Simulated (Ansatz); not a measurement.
# Zn₂₄O₂₃ (charge +2): geometry relaxation (part 1 of 3)

- system: Zn₂₄O₂₃ (defect cell, 47 atoms in the cell, total charge +2)
- method: DFT PBE, scalar-relativistic, plane waves, PAW, no spin polarisation (Ansatz 0.2.0)

The structure derives from a Materials Project entry. It belongs to a series of runs on one base structure; here: O vacancy (site b), charge +2, atoms relaxed at the host's cell. Figures and captions count atoms from 1; the log counts them from 0 in places.

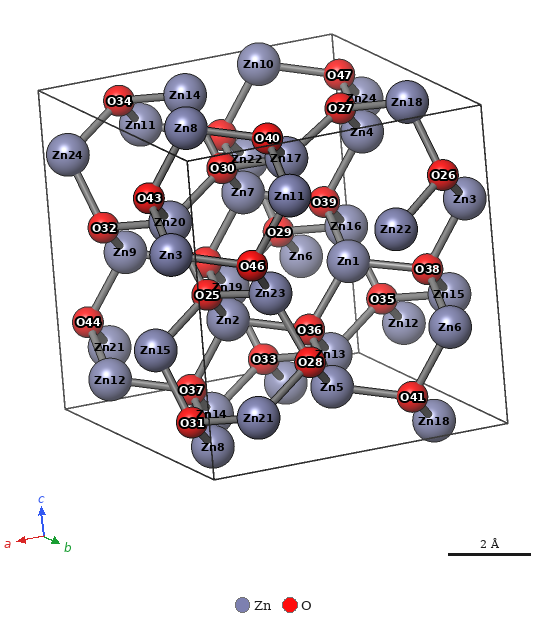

**Figure 1.** The structure as given in the input (ball-and-stick view of the cell of the calculation, seen at an oblique angle; atoms are numbered from 1 in the order of the input).

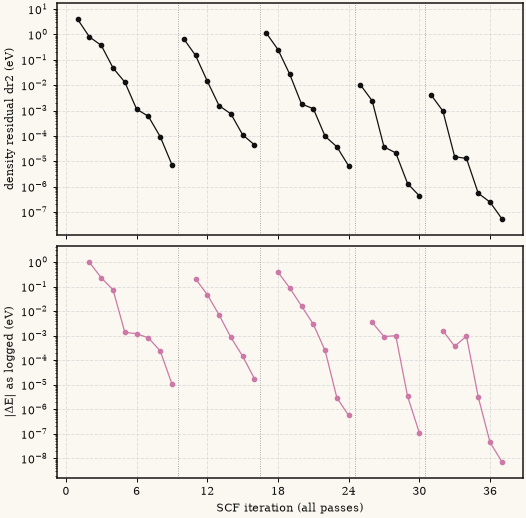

**Figure 2.** Convergence of the self-consistent field: density residual dr2 and size of the energy change against the SCF iteration. The dotted lines part the SCF passes of the relaxation: geometry steps, rejected trials and re-solves on a re-selected basis. The 5 passes take 6 to 9 iterations each, 37 in all.

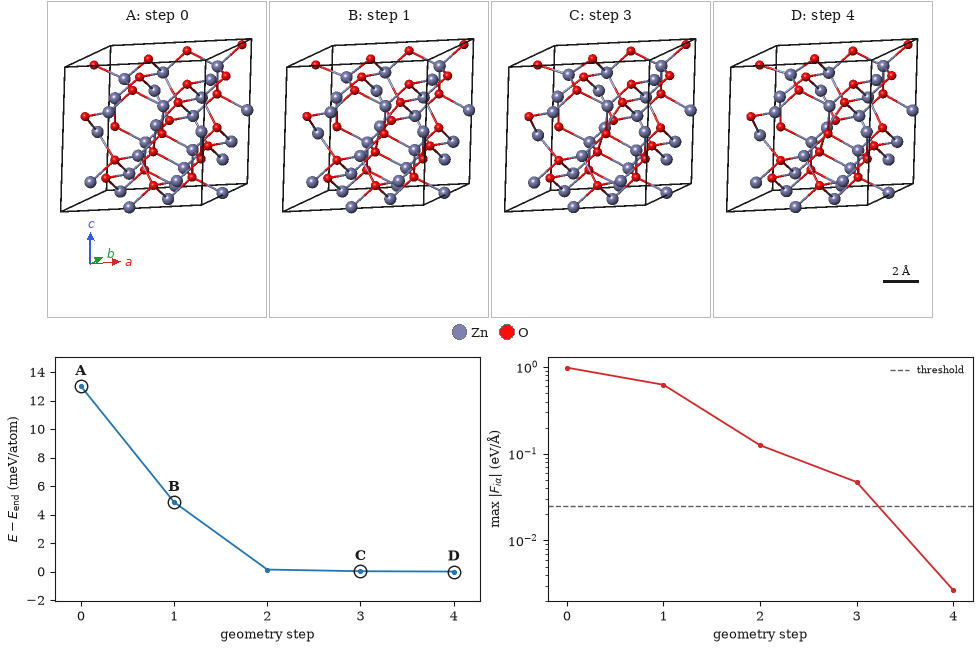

**Figure 3.** Frames of the relaxation (ball-and-stick view of the cell of the calculation (origin shifted), seen slightly off an axis) above the curves, on which the letters mark them (the first geometry is step 0 here and step 1 in the log).

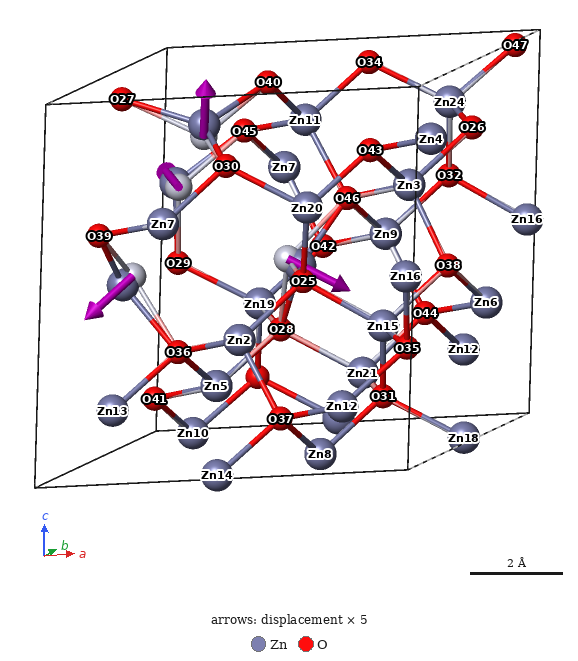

**Figure 4.** Start (faint) and end (solid) with the displacements as pink arrows, magnified 5 times (ball-and-stick view of the cell of the calculation (origin shifted), seen slightly off an axis). Over 4 geometry steps the energy falls by 13.0 meV per atom. The largest force component goes from 0.98 to 0.0027 eV/Å. The largest moves, 0.31 Å, are those of Zn17, Zn22 and Zn23. Largest moves by element: Zn 0.31 Å, O 0.03 Å. The cell doesn't change. Among the contacts that change: Zn17–O40 1.960 → 1.916 Å, Zn17–O27 1.954 → 1.912 Å, Zn1–O36 1.952 → 1.921 Å, Zn13–O36 2.032 → 2.050 Å. Among the angles that change: Zn15–O25–Zn23 106.5° → 96.8°, Zn1–O39–Zn16 104.0° → 95.3°, Zn22–O26–Zn24 106.8° → 98.2°. (Atoms are counted from 1 in the order of the input.)

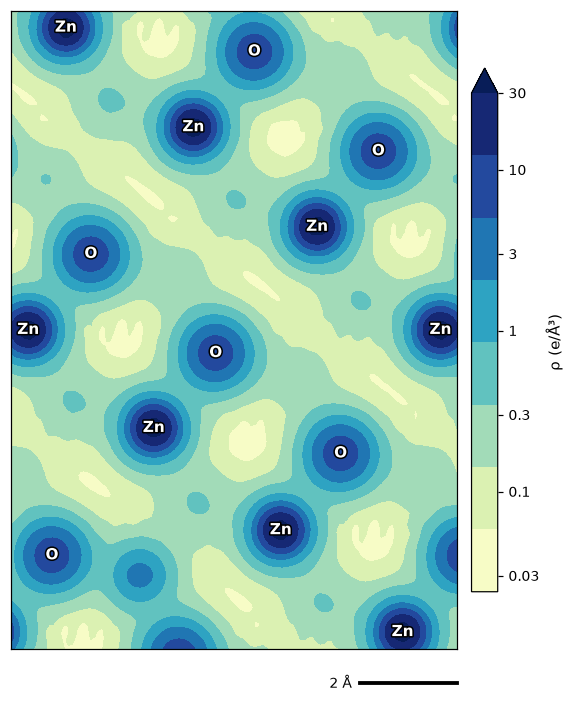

**Figure 5.** Valence pseudo-density on the (101̄) plane of the calculation cell. The plane passes through Zn and O nuclei. Zn–O (1.99 Å): ρ is about 0.58 e/Å³ halfway. Zn–O (1.99 Å): ρ at the midpoint is about 0.58 e/Å³. Away from the nuclei the density in this plane falls to 0.02 e/Å³ at its lowest. In a PAW calculation such maps are meaningful between the atoms, not at the nuclei.

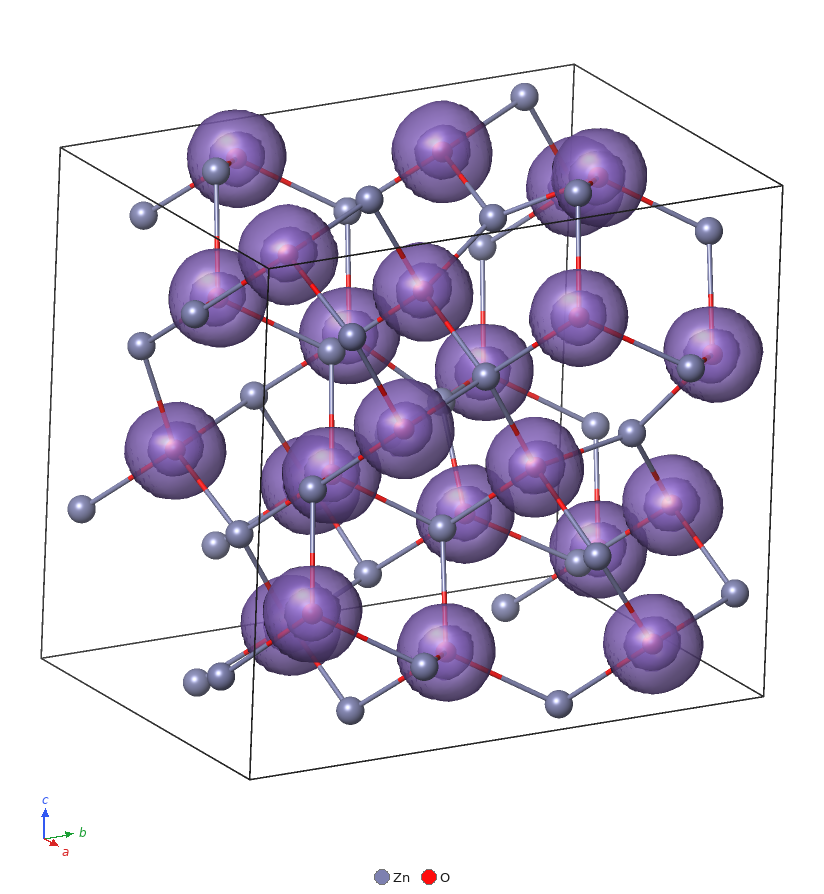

**Figure 6.** Isosurface of the ELF at 0.75 (purple), seen slightly off an axis. Core shells and regions of very low density are left out. Sticks mark near contacts. The outline is the calculation cell. Values along the shortest contacts: Zn–O (1.91 Å): the ELF is about 0.30 at the midpoint. Zn–O (1.97 Å): the ELF is about 0.25 at the midpoint.

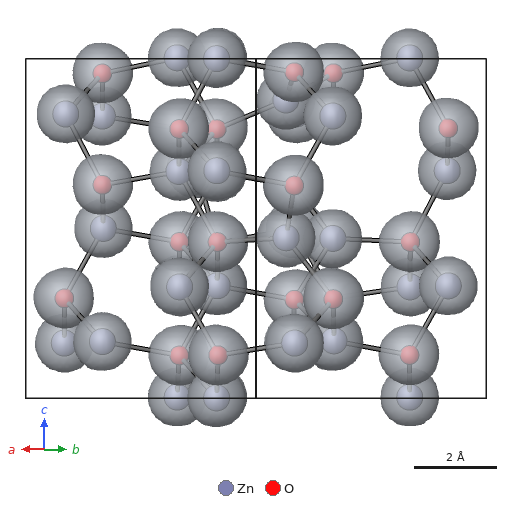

**Figure 7.** Isosurface of the valence electron density at 1 e/Å³ (grey), seen along [110]. Sticks mark near contacts. The outline is the calculation cell. At this value the density breaks into separate islands; it holds about 70 % of the electrons treated as valence. It is pinched off along the Zn–O (1.91 Å), Zn–O (1.97 Å) and Zn–O (2.01 Å) contacts. On the grid the lowest density along these lines, outside the cores, is 0.69 e/Å³ (Zn–O, 1.91 Å), 0.6 e/Å³ (Zn–O, 1.97 Å) and 0.54 e/Å³ (Zn–O, 2.01 Å).

These pictures come from the run below.

**The input**
```yaml
crystal:
  lattice:
    - [-3.2793907958, 5.6800714764, 5.2932332175]
    - [-3.2793907959, -5.6800714763, 5.2932332175]
    - [6.5587815918, -1.0e-10, 5.2932332175]
  atoms:
    - { symbol: Zn, position: [0.3232730792, 0.6566064125, 0.4899397459] }
    - { symbol: Zn, position: [0.6672533379, 0.4988407513, 0.3328329046] }
    - { symbol: Zn, position: [0.0001529613, 0.832398477, 0.6686494455] }
    - { symbol: Zn, position: [0.1655074179, 0.4994995712, 0.8339200046] }
    - { symbol: Zn, position: [0.4990651437, 0.8353161121, 0.166819628] }
    - { symbol: Zn, position: [0.1661662379, 0.0005866713, 0.3321740846] }
    - { symbol: Zn, position: [0.5019827788, 0.3334862947, 0.6657318103] }
    - { symbol: Zn, position: [0.8350726436, 0.6668537062, 0.0007548373] }
    - { symbol: Zn, position: [0.8340881706, 0.1684059769, 0.5001870395] }
    - { symbol: Zn, position: [0.3335203729, 0.1674215039, 0.0017393102] }
    - { symbol: Zn, position: [0.666358501, -0.0003081657, 0.8330251676] }
    - { symbol: Zn, position: [0.0003454788, 0.3336788121, 0.1670121455] }
    - { symbol: Zn, position: [0.3332853567, 0.4986783443, 0.1656909607] }
    - { symbol: Zn, position: [0.6684571754, 0.332482439, 0.0010498984] }
    - { symbol: Zn, position: [-0.000975706, 0.6666186901, 0.3320116776] }
    - { symbol: Zn, position: [0.165345011, 0.3323576273, 0.4999520234] }
    - { symbol: Zn, position: [0.5030833208, 0.6588803548, 0.8465080743] }
    - { symbol: Zn, position: [0.1667814522, 0.8344424899, 0.001585087] }
    - { symbol: Zn, position: [0.5011091565, 0.1682517537, 0.3334481189] }
    - { symbol: Zn, position: [0.8349184203, 0.5001147855, 0.6677758232] }
    - { symbol: Zn, position: [0.8343832317, 0.0017905087, 0.1658157723] }
    - { symbol: Zn, position: [0.3255470214, 0.013174741, 0.6697499874] }
    - { symbol: Zn, position: [0.6798414077, 0.8364166541, 0.4922136881] }
    - { symbol: Zn, position: [-0.0008508944, 0.167716565, 0.835123842] }
    - { symbol: O, position: [0.7915098502, 0.6265889568, 0.4609576628] }
    - { symbol: O, position: [0.1273662415, 0.9588905199, 0.7929588153] }
    - { symbol: O, position: [0.2932556234, 0.6276243294, 0.9581765168] }
    - { symbol: O, position: [0.6255571866, 0.9596254819, 0.2940329082] }
    - { symbol: O, position: [0.2942909961, 0.1248431835, 0.4599222901] }
    - { symbol: O, position: [0.6262921486, 0.4606995749, 0.7922238532] }
    - { symbol: O, position: [0.9596314801, 0.7940945171, 0.1270334927] }
    - { symbol: O, position: [0.960366826, 0.2929648134, 0.6274278505] }
    - { symbol: O, position: [0.4607611838, 0.2937001593, 0.1262981468] }
    - { symbol: O, position: [0.792299297, 0.1256326303, 0.9589659637] }
    - { symbol: O, position: [0.1275232197, 0.4608565531, 0.2941898864] }
    - { symbol: O, position: [0.4604178622, 0.6276061989, 0.2934790866] }
    - { symbol: O, position: [0.7935353135, 0.4603334254, 0.1263919837] }
    - { symbol: O, position: [0.1268124199, 0.7937511955, 0.4609395322] }
    - { symbol: O, position: [0.2942728656, 0.4601457532, 0.6270845288] }
    - { symbol: O, position: [0.6259012522, 0.7929737734, 0.9591599871] }
    - { symbol: O, position: [0.2932261688, 0.9603459419, 0.1266420133] }
    - { symbol: O, position: [0.6270126086, 0.29330868, 0.4598928354] }
    - { symbol: O, position: [0.9599753467, 0.6265595021, 0.7936792752] }
    - { symbol: O, position: [0.959725317, 0.1268686468, 0.2936667587] }
    - { symbol: O, position: [0.4596404401, 0.1258266538, 0.7925679189] }
    - { symbol: O, position: [0.7924933205, 0.9592345856, 0.6263071068] }
    - { symbol: O, position: [0.127000092, 0.2930586504, 0.9602019801] }
  host:
    lattice:
      - [3.2793907959, 0.0, 0.0]
      - [-1.6396953979, 2.8400357382, 0.0]
      - [0.0, 0.0, 5.2932332175]
    atoms:
      - { symbol: Zn, position: [0.6666666667, 0.3333333333, 0.5006044103] }
      - { symbol: Zn, position: [0.3333333333, 0.6666666667, 0.0006044103] }
      - { symbol: O, position: [0.6666666667, 0.3333333333, 0.8797055897] }
      - { symbol: O, position: [0.3333333333, 0.6666666667, 0.3797055897] }
total_charge: 2
basis:
  ecutwfc: 420
  xc_grid: 2
kpoints:
  mp_grid: { grid: [2, 2, 2], shift: [0.5, 0.5, 0.5] }
hamiltonian:
  xc: pbe
scf:
  occupations: { method: gaussian, width: 0.01 }
output:
  forces: true
  stress: false
  eigenvalues: true
  charged_corrections:
    defect_position: [0.45990186, 0.7932352, 0.62656853]
    epsilon: [[10.5527, 0.0, 0.0], [0.0, 10.5527, 0.0], [0.0, 0.0, 11.5861]]
  write_density: true
  write_potential: true
  elf: true
  volumetric_format: npy
relax:
  adjacent_minimum: "off"
  f_tol: 0.025
  max_steps: 45
```

Launched with:
```bash
ansatz run input.yaml --threads 4 --pin off --max-ram 6144MiB --backend cpu --events-out ev --progress --plain --runs-dir out
```

**What the program printed**
```
Engine: ansatz 0.2.0, aarch64-unknown-linux-gnu
Pseudopotentials: kind: paw
Pseudopotential: Zn, paw, valence charge 12, recommended cutoff 420 eV (normal), Zn.paw.azcp
Pseudopotential: O, paw, valence charge 6, recommended cutoff 420 eV (normal), O.paw.azcp
Functional definition: PBE
  parameter kappa = 0.804
  parameter beta = 0.06672455060314922
  exchange = pbe_x(kappa = kappa, mu = beta*pi^2/3)
  correlation = pbe_c(beta = beta)
Crystal: 47 atoms, lattice volume = 591.588 Å³
Basis set: ecut = 420 eV, 11543 PW (Γ), exchange–correlation on 120×120×120 points (8 copies of the dense FFT grid, shifted against one another)
Bands: 259, of which v1, the nominal top of the filled ones, is band 212 counted from 1 (211 counted from 0)
Symmetry: 3 space group operations
Space group: R3 (ITA 146), of the structure as read, at distance tolerance 8.4e-5 Å
k-points: 2 of 8 (time reversal used)
Non-local potential: Zn, projectors of the file, l = 0: 2, l = 1: 2, l = 2: 3, l = 3: 1
Non-local potential: O, projectors of the file, l = 0: 2, l = 1: 2, l = 2: 1
PAW form: soft (Blöchl's): semilocal exchange-correlation on the pseudo side does not see the compensation charge
PAW one-centre angular grid: Zn, 590 points (default); XC on 64 Gauss nodes
PAW one-centre angular grid: O, 110 points (default); XC on 64 Gauss nodes
Initial density: superposition of atomic densities (neutral atoms scaled as one to the charged cell's electrons: chi_scale 0, normalization atom), corrected by the library's trained network
Initial wavefunctions: pseudopotential atomic-orbital guess
Functional: x = pbe(κ = 0.804, μ = 0.2195149727645171), c = pbe(β = 0.06672455060314922)
SCF iter   1: F=—  HF=-92731.668527 eV  |F-HF|=—  |Δ(HF+E_count)|=         —  Δρ=2.53e-2  dr2=3.91e0  ethr=1.77e-3  ⟨swp⟩=5.5  Hψ=1806  notcnv=0  defer=12
preconditioner: auto → Resta (q_TF=auto, 2.581 Å⁻¹)  ε∞=7.3  [insulator: Δε(μ)=1.644 eV  Ē_g=12.515 eV  σ=0.010 eV  W_gap=1.00  n_scr=166 (ndim 8)  ℏωp=31.4 eV  f_vac=0.035  D(μ)=0.00/eV (n_scr^D=0)  ε∞_Penn≈7.3]
SCF iter   2: F=—  HF=-92730.699529 eV  |F-HF|=—  |Δ(HF+E_count)|=   9.69e-1  Δρ=5.16e-3  dr2=7.96e-1  ethr=9.21e-4  ⟨swp⟩=2.0  Hψ=947  notcnv=0  defer=81
SCF iter   3: F=—  HF=-92730.472329 eV  |F-HF|=—  |Δ(HF+E_count)|=   2.27e-1  Δρ=4.81e-3  dr2=3.72e-1  ethr=1.88e-4  ⟨swp⟩=2.0  Hψ=815  notcnv=0  defer=81
SCF iter   4: F=—  HF=-92730.398043 eV  |F-HF|=—  |Δ(HF+E_count)|=   7.43e-2  Δρ=2.90e-3  dr2=4.78e-2  ethr=8.78e-5  ⟨swp⟩=2.5  Hψ=829  notcnv=0  defer=81
SCF iter   5: F=—  HF=-92730.399416 eV  |F-HF|=—  |Δ(HF+E_count)|=   1.37e-3  Δρ=1.59e-3  dr2=1.32e-2  ethr=1.13e-5  ⟨swp⟩=4.0  Hψ=1031  notcnv=0  defer=86
SCF iter   6: F=—  HF=-92730.398209 eV  |F-HF|=—  |Δ(HF+E_count)|=   1.21e-3  Δρ=3.72e-4  dr2=1.14e-3  ethr=3.12e-6  ⟨swp⟩=2.5  Hψ=855  notcnv=0  defer=86
SCF iter   7: F=—  HF=-92730.399025 eV  |F-HF|=—  |Δ(HF+E_count)|=   8.15e-4  Δρ=3.86e-4  dr2=5.91e-4  ethr=2.70e-7  ⟨swp⟩=2.0  Hψ=818  notcnv=0  defer=86
SCF iter   8: F=—  HF=-92730.398782 eV  |F-HF|=—  |Δ(HF+E_count)|=   2.42e-4  Δρ=9.13e-5  dr2=9.41e-5  ethr=1.39e-7  ⟨swp⟩=2.0  Hψ=812  notcnv=0  defer=86
SCF iter   9: F=-92730.398771 eV  HF=-92730.398772 eV  |F-HF|=7.37e-8  |Δ(HF+E_count)|=   1.08e-5  Δρ=3.35e-5  dr2=7.33e-6  ethr=3.69e-9  ⟨swp⟩=16.5  Hψ=5378  notcnv=0
SCF 1 converged in 9 iterations: F = -92730.398771 eV  dr2 = 7.33e-6
  greatest PAW one-centre occupation: 0.988 electrons in one spin orbital (limit 2), on the Zn atom at site 22 (counted from 0), in its partial waves of l = 2
relax step   1: F+E_penalty+E_count = -92730.39877147 eV  Δ(F+E_penalty+E_count) = +0.000e0 eV  max|allowed force component| = 9.836e-1 eV/Å  Δτ_max = 0.0000 Å  (9 SCF iters, dr2 threshold 1.56e-5 eV, accepted)
Initial density: handed on by an earlier stage of this run
Initial wavefunctions: those handed on with the density
iter 1 solved again at ethr=1.60e-4 eV; its pass at ethr=3.10e-3 eV (dr2=6.78e-1 eV) is discarded
SCF iter   1: F=—  HF=-92731.042434 eV  |F-HF|=—  |Δ(HF+E_count)|=         —  Δρ=1.25e-2  dr2=6.72e-1  ethr=1.60e-4  ⟨swp⟩=1.0  Hψ=1817  notcnv=0  defer=81
preconditioner: auto → Resta (q_TF=auto, 2.581 Å⁻¹)  ε∞=7.6  [insulator: Δε(μ)=1.525 eV  Ē_g=12.195 eV  σ=0.010 eV  W_gap=1.00  n_scr=166 (ndim 8)  ℏωp=31.4 eV  f_vac=0.060  D(μ)=0.00/eV (n_scr^D=0)  ε∞_Penn≈7.6]
SCF iter   2: F=—  HF=-92730.834855 eV  |F-HF|=—  |Δ(HF+E_count)|=   2.08e-1  Δρ=5.56e-3  dr2=1.50e-1  ethr=1.59e-4  ⟨swp⟩=2.5  Hψ=830  notcnv=0  defer=81
SCF iter   3: F=—  HF=-92730.787541 eV  |F-HF|=—  |Δ(HF+E_count)|=   4.73e-2  Δρ=1.91e-3  dr2=1.45e-2  ethr=3.54e-5  ⟨swp⟩=3.0  Hψ=840  notcnv=0  defer=81
SCF iter   4: F=—  HF=-92730.780505 eV  |F-HF|=—  |Δ(HF+E_count)|=   7.04e-3  Δρ=5.03e-4  dr2=1.56e-3  ethr=3.42e-6  ⟨swp⟩=2.0  Hψ=982  notcnv=0  defer=86
SCF iter   5: F=—  HF=-92730.781361 eV  |F-HF|=—  |Δ(HF+E_count)|=   8.56e-4  Δρ=3.75e-4  dr2=7.44e-4  ethr=3.68e-7  ⟨swp⟩=2.0  Hψ=860  notcnv=0  defer=86
SCF iter   6: F=—  HF=-92730.781214 eV  |F-HF|=—  |Δ(HF+E_count)|=   1.47e-4  Δρ=7.25e-5  dr2=1.11e-4  ethr=1.75e-7  ⟨swp⟩=2.0  Hψ=856  notcnv=0  defer=86
SCF iter   7: F=-92730.781205 eV  HF=-92730.781232 eV  |F-HF|=2.66e-5  |Δ(HF+E_count)|=   1.78e-5  Δρ=8.44e-5  dr2=4.44e-5  ethr=1.43e-8  ⟨swp⟩=14.0  Hψ=4969  notcnv=0
SCF 2 converged in 7 iterations: F = -92730.781205 eV  dr2 = 4.44e-5
relax step   2: F+E_penalty+E_count = -92730.78120522 eV  Δ(F+E_penalty+E_count) = -3.824e-1 eV  max|allowed force component| = 6.241e-1 eV/Å  Δτ_max = 0.1312 Å  (7 SCF iters, dr2 threshold 6.05e-5 eV, accepted)
iter 1 solved again at ethr=2.68e-4 eV; its pass at ethr=3.10e-3 eV (dr2=1.14e0 eV) is discarded
```
